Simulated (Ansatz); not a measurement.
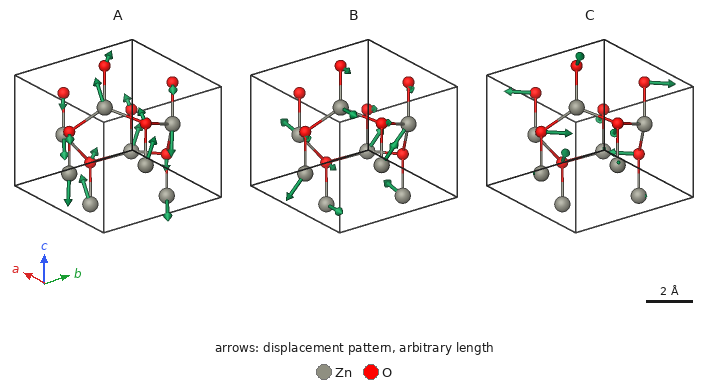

Modes of crystalline ZnO (a generated structure), space group I4cm (No. 108), at the zone centre (one member of each degenerate set). The green arrows are the displacements of the atoms (eigenvector over the root of the mass), of arbitrary overall length and sign. Style: ball-and-stick. Shown: the conventional cell (2 times the calculation's cell), from a free direction. Lengths and directions refer to the drawn axes.

Level of theory: DFT PBE, scalar-relativistic, plane waves, PAW in Ansatz 0.2.0.

Frequencies are those without the non-analytic (LO–TO) term.

Give the symmetry species and the selection rules of each.

A is B₂, Raman-active by symmetry (161 cm⁻¹). B is E, infrared- and Raman-active by symmetry (214 cm⁻¹). C is A₂, silent by symmetry (neither infrared- nor Raman-active) (315 cm⁻¹).
